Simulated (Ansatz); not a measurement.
## MgF₂: single-point calculation (part 1 of 2)

- system: MgF₂ (P4₂/mnm, 6 atoms in the cell)
- method: DFT, r2SCAN, paw_fr, spin-orbit coupling (Ansatz 0.2.0)

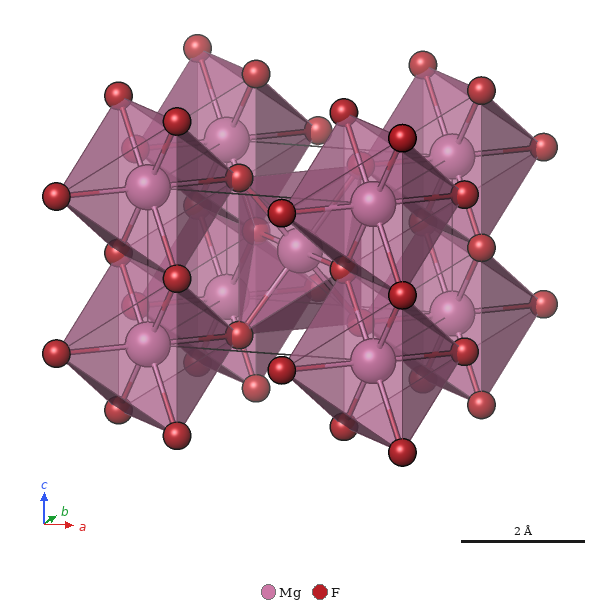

The structure (polyhedral view of the cell of the calculation, seen slightly off an axis; polyhedra are completed across the faces of the cell). An atom can appear more than once, as a periodic image.

Summary

- outcome: converged
- space group (tolerance 0.01 Å): P4₂/mnm (136)
- electrons treated: 48
- free energy: −7095.7705 eV
- Fermi energy: 14.141 eV
- gap on the k-point mesh: 12.12 eV
- net moment of the cell: 0.00 μB
- integrated absolute moment: 0.00 μB
- pressure: 141.82 GPa
- largest force (length of the vector): 0.010 eV/Å
- hardware: 2 threads of Arm Neoverse V1, 24 GiB of memory available, shared host
- wall time: 69 s (CPU time 2.3 min)
- peak memory: 0.64 GiB

Remarks

Settings chosen away from the usual ones: hamiltonian.pseudopotentials = {"kind": "paw_fr"}, magnetization = {"noncollinear": true, "spin_orbit": true}, scf.n_extra_bands = 16, basis.xc_grid = 1. The cell is under a pressure of 142 GPa at this level, so it is not at its equilibrium volume.

The input
```yaml
crystal:
  lattice:
    - [3.9139689652, 0.0, 0.0]
    - [0.0, 3.9139689652, 0.0]
    - [0.0, 0.0, 2.6338395815]
  atoms:
    - { symbol: Mg, position: [0.0, 0.0, 0.0] }
    - { symbol: Mg, position: [0.5, 0.5, 0.5] }
    - { symbol: F, position: [0.300038935, 0.300038935, 0.0] }
    - { symbol: F, position: [0.699961065, 0.699961065, 0.0] }
    - { symbol: F, position: [0.800038935, 0.199961065, 0.5] }
    - { symbol: F, position: [0.199961065, 0.800038935, 0.5] }
kpoints:
  mp_grid: { grid: [7, 7, 10] }
  band_path:
    path:
      - [0.0, 0.0, 0.0]
      - [0.0, 0.5, 0.0]
      - [0.5, 0.5, 0.0]
      - [0.0, 0.0, 0.0]
      - [0.0, 0.0, 0.5]
      - [0.0, 0.5, 0.5]
      - [0.5, 0.5, 0.5]
      - [0.0, 0.0, 0.5]
      - [0.0, 0.5, 0.0]
    npoints: 8
scf:
  occupations: { method: fermi_dirac, width: 0.1 }
  n_extra_bands: 16
hamiltonian:
  xc: r2scan
  pseudopotentials: { kind: paw_fr }
output:
  forces: true
  stress: true
  eigenvalues: true
  populations: true
  write_density: true
  write_potential: true
  elf: true
  volumetric_format: npy
magnetization:
  noncollinear: true
  spin_orbit: true
basis:
  xc_grid: 1
```

Run as:
```bash
ansatz run input.yaml --threads 2 --pin off --max-ram 5120MiB --backend cpu --events-out ev --progress --plain --runs-dir out
```

The program's output
```
scf.n_extra_bands = 16 over 48 filled bands (N_el = 48.0): the run solves 64 bands
Engine: ansatz 0.2.0, aarch64-unknown-linux-gnu
Pseudopotentials: kind: paw_fr
Pseudopotential: Mg, paw_fr, valence charge 10, recommended cutoff 500 eV (meta_gga), Mg.paw.azcp#standard-fr
Pseudopotential: F, paw_fr, valence charge 7, recommended cutoff 500 eV (meta_gga), F.paw.azcp#standard-fr
Functional definition: r2SCAN
  parameter k0 = 0.174
  parameter k1 = 0.065
  parameter a1 = 4.9479
  exchange = r2scan_x(k0 = k0, k1 = k1, a1 = a1)
  correlation = r2scan_c
non-collinear run that drives no moment, with spin-orbit: no starting moment large enough to seed its density (crystal.atoms[].spin), no starting occupations that ask for one, no magnetisation constraint and no magnetic field, so the semilocal B_xc is pinned to zero
Crystal: 6 atoms, lattice volume = 40.348 Å³
Basis set: ecut = 500 eV, 1009 PW (Γ)
Bands: 64, of which v1, the nominal top of the filled ones, is band 48 counted from 1 (47 counted from 0)
Symmetry: 16 space group operations + 16 with time reversal
Magnetic group: BNS 136.496 (UNI 1156), of the structure as read, at distance tolerance 3.4e-5 Å
k-points: 60 of 490
Projection manifold: j_resolved (fully-relativistic pseudo-atomic orbitals)
Non-local potential: Mg, projectors of the file, l = 0: 3, l = 1: 4, l = 2: 2
Non-local potential: F, projectors of the file, l = 0: 2, l = 1: 4, l = 2: 2
PAW form: soft (Blöchl's): semilocal exchange-correlation on the pseudo side does not see the compensation charge
PAW frozen core: Mg, regenerated for the run's functional (the file was generated under x = pbe(κ = 0.804, μ = 0.2195149727645171), c = pbe(β = 0.06672455060314922))
PAW frozen core: F, regenerated for the run's functional (the file was generated under x = pbe(κ = 0.804, μ = 0.2195149727645171), c = pbe(β = 0.06672455060314922))
PAW one-centre angular grid: Mg, 302 points (default); XC on 397 of its mesh's 2593 points in the sphere
PAW one-centre angular grid: F, 302 points (default); XC on 160 Gauss nodes
Initial density: superposition of atomic densities (chi_scale 0.1, normalization cell, long waves kept (reshape's long-wave potential 0.00 eV rms))
Initial wavefunctions: pseudopotential atomic-orbital guess
Functional: x = r2scan, c = r2scan; τ floored in thin density (d = 2e-4 eV/Å³)
SCF iter   1: F=—  HF=-7096.642972 eV  |F-HF|=—  |Δ(HF+E_count)|=         —  Δρ=1.29e-1  dr2=4.67e0  dr2_τ=9.79e-2  dr2_m=0.00e0 (ungated)  ethr=3.10e-3  |M|=0.00e0 ∫|m|=0.00e0 μB  |m|>n=0.0e0 m-floor=0.0e0 τ_xc=0.0e0  β_m=0.30  ⟨swp⟩=8.6  Hψ=10576  notcnv=0  defer=226
preconditioner: auto → none  [insulator: Δε(μ)=11.749 eV  Ē_g=27.655 eV  σ=0.100 eV  W_gap=1.00  n_scr=10 (ndim 8)  ℏωp=33.1 eV  f_vac=0.000  D(μ)=0.00/eV (n_scr^D=0)  ε∞_Penn≈2.4]
SCF iter   2: F=—  HF=-7095.924104 eV  |F-HF|=—  |Δ(HF+E_count)|=   7.19e-1  Δρ=7.89e-2  dr2=1.81e0  dr2_τ=1.23e-2  dr2_m=0.00e0 (ungated)  ethr=3.10e-3  |M|=0.00e0 ∫|m|=0.00e0 μB  |m|>n=0.0e0 m-floor=0.0e0 τ_xc=0.0e0  β_m=0.52  ⟨swp⟩=2.2  Hψ=3742  notcnv=0  defer=590
SCF iter   3: F=—  HF=-7095.743622 eV  |F-HF|=—  |Δ(HF+E_count)|=   1.80e-1  Δρ=7.91e-3  dr2=9.03e-3  dr2_τ=6.36e-4  dr2_m=0.00e0 (ungated)  ethr=3.10e-3  |M|=0.00e0 ∫|m|=0.00e0 μB  |m|>n=0.0e0 m-floor=0.0e0 τ_xc=0.0e0  β_m=0.70  ⟨swp⟩=3.8  Hψ=3539  notcnv=0  defer=590
SCF iter   4: F=—  HF=-7095.770161 eV  |F-HF|=—  |Δ(HF+E_count)|=   2.65e-2  Δρ=1.64e-3  dr2=3.18e-4  dr2_τ=1.70e-5  dr2_m=0.00e0 (ungated)  ethr=1.88e-5  |M|=0.00e0 ∫|m|=0.00e0 μB  |m|>n=0.0e0 m-floor=0.0e0 τ_xc=0.0e0  β_m=0.72  ⟨swp⟩=2.1  Hψ=3777  notcnv=0  defer=590
SCF iter   5: F=—  HF=-7095.770480 eV  |F-HF|=—  |Δ(HF+E_count)|=   3.18e-4  Δρ=4.02e-4  dr2=4.20e-5  dr2_τ=1.08e-6  dr2_m=0.00e0 (ungated)  ethr=6.63e-7  |M|=0.00e0 ∫|m|=0.00e0 μB  |m|>n=0.0e0 m-floor=0.0e0 τ_xc=0.0e0  β_m=0.72  ⟨swp⟩=2.0  Hψ=2934  notcnv=0  defer=590
SCF iter   6: F=—  HF=-7095.770487 eV  |F-HF|=—  |Δ(HF+E_count)|=   7.26e-6  Δρ=2.38e-4  dr2=8.21e-6  dr2_τ=3.23e-7  dr2_m=0.00e0 (ungated)  ethr=8.75e-8  |M|=0.00e0 ∫|m|=0.00e0 μB  |m|>n=0.0e0 m-floor=0.0e0 τ_xc=0.0e0  β_m=0.67  ⟨swp⟩=2.0  Hψ=2592  notcnv=0  defer=590
SCF iter   7: F=—  HF=-7095.770486 eV  |F-HF|=—  |Δ(HF+E_count)|=   1.05e-6  Δρ=9.97e-5  dr2=1.49e-6  dr2_τ=5.43e-8  dr2_m=0.00e0 (ungated)  ethr=1.71e-8  |M|=0.00e0 ∫|m|=0.00e0 μB  |m|>n=0.0e0 m-floor=0.0e0 τ_xc=0.0e0  β_m=0.77  ⟨swp⟩=2.4  Hψ=2312  notcnv=0  defer=590
SCF iter   8: F=-7095.770486 eV  HF=-7095.770486 eV  |F-HF|=3.57e-8  |Δ(HF+E_count)|=   5.64e-8  Δρ=2.27e-5  dr2=7.65e-8  dr2_τ=2.78e-9  dr2_m=0.00e0 (ungated)  ethr=2.08e-10  |M|=0.00e0 ∫|m|=0.00e0 μB  |m|>n=0.0e0 m-floor=0.0e0 τ_xc=0.0e0  ⟨swp⟩=14.9  Hψ=14969  notcnv=0
SCF 1 converged in 8 iterations: F = -7095.770486 eV  dr2 = 7.65e-8
  greatest PAW one-centre occupation: 1.000 electrons in one spin orbital (limit 2), on the Mg atom at site 1 (counted from 0), in its partial waves of l = 0
NSCF: frozen V_eff on 65 k-points
SCF converged after 8 iterations
Magnetization: |M| = 0.0000 μB,  M = (+0.0000, +0.0000, +0.0000) μB
Absolute magnetization: 0.0000 μB (∫|m|)
  site 0: m = (+0.0000, +0.0000, +0.0000) μB, |m| = 0.0000 μB  (R = 0.69 Å)
  site 1: m = (+0.0000, +0.0000, +0.0000) μB, |m| = 0.0000 μB  (R = 0.69 Å)
  site 2: m = (+0.0000, +0.0000, +0.0000) μB, |m| = 0.0000 μB  (R = 0.69 Å)
  site 3: m = (+0.0000, +0.0000, +0.0000) μB, |m| = 0.0000 μB  (R = 0.69 Å)
  site 4: m = (+0.0000, +0.0000, +0.0000) μB, |m| = 0.0000 μB  (R = 0.69 Å)
  site 5: m = (+0.0000, +0.0000, +0.0000) μB, |m| = 0.0000 μB  (R = 0.69 Å)
Free energy (F): -7095.770486 eV
Harris-Foulkes:  -7095.770486 eV  (|F-HF|=3.57e-8)
Internal energy: -7095.770486 eV  (E = F + TS)
E sigma→0 (E₀):  -7095.770486 eV
Fermi energy:    14.140595 eV
--- Per-component energies (eV) ---
  E_band       = -590.391994
  E_kinetic    = 1032.721371
  E_local      = -4420.066808  (includes V_loc(G=0)·N_el)
  E_nonlocal   = 488.200954
  E_hartree    = 1593.816274
  E_xc         = -385.890453
  E_vxc        = -562.275806  (∫ρ·V_xc dr)
  E_paw        = -1403.711076  (= ΣΔE_a)
  E_vpaw       = -354.908890  (= ΣTr[D̂ρ^β])
  E_aug_tail   = 0.004445  (compensation charges beyond the density's cutoff)
  E_vtau       = 38.287784  (kinetic-family band-sum trace: ∫τ·v_τ [+ j·A + Jᵃ·Aᵃ] dr)
  E_ewald      = -4000.665180
  E_core_change = -0.180014  (= ΣΔE_core)
  E_smearing   = -0.000000  (= −TS)
  E_closure    = -0.000000  (closes the sum)
  Σ components = -7095.770486   (vs F -7095.770486, Δ=0.00e0)
--- Forces (eV/Å), atoms counted from 1 ---
  atom   1  Mg     0.00000000    -0.00000000     0.00000000
  atom   2  Mg    -0.00000000     0.00000000     0.00000000
  atom   3  F      0.00678869     0.00678869     0.00000000
  atom   4  F     -0.00678869    -0.00678869     0.00000000
  atom   5  F      0.00678869    -0.00678869     0.00000000
  atom   6  F     -0.00678869     0.00678869     0.00000000
  max |Σ_I F_I| component: 4.34e-18 eV/Å
--- Stress (GPa, compression-positive) ---
      141.816426       0.000000       0.000000
        0.000000     141.816426       0.000000
        0.000000       0.000000     141.832567
  P = ⅓ Tr σ = 141.8218 GPa (1418.218 kbar)
--- Band table (eV; the first three rows and the last of 60) ---
  k-point 0: bands = ["-63.5998", "-63.5998", "-63.5855", "-63.5855", "-29.1032", "-29.1032", "-28.9370", "-28.9370", "-28.8691", "-28.8691", "-28.6882", "-28.6882", "-28.6665", "-28.6665", "-28.6192", "-28.6192", "-16.3782", "-16.3782", "-13.9836", "-13.9836", "-13.9355", "-13.9355", "-13.9252", "-13.9252", "1.7766", "1.7766", "2.7258", "2.7258", "4.6330", "4.6330", "4.6647", "4.6647", "4.9045", "4.9045", "4.9227", "4.9227", "5.8992", "5.8992", "5.8999", "5.8999", "7.1778", "7.1778", "7.6657", "7.6657", "7.7110", "7.7110", "7.9892", "7.9892", "20.1093", "20.1093", "24.7479", "24.7479", "24.9481", "24.9481", "24.9584", "24.9584", "28.0141", "28.0141", "29.8616", "29.8616", "33.8748", "33.8748", "35.1918", "35.1918"]
```
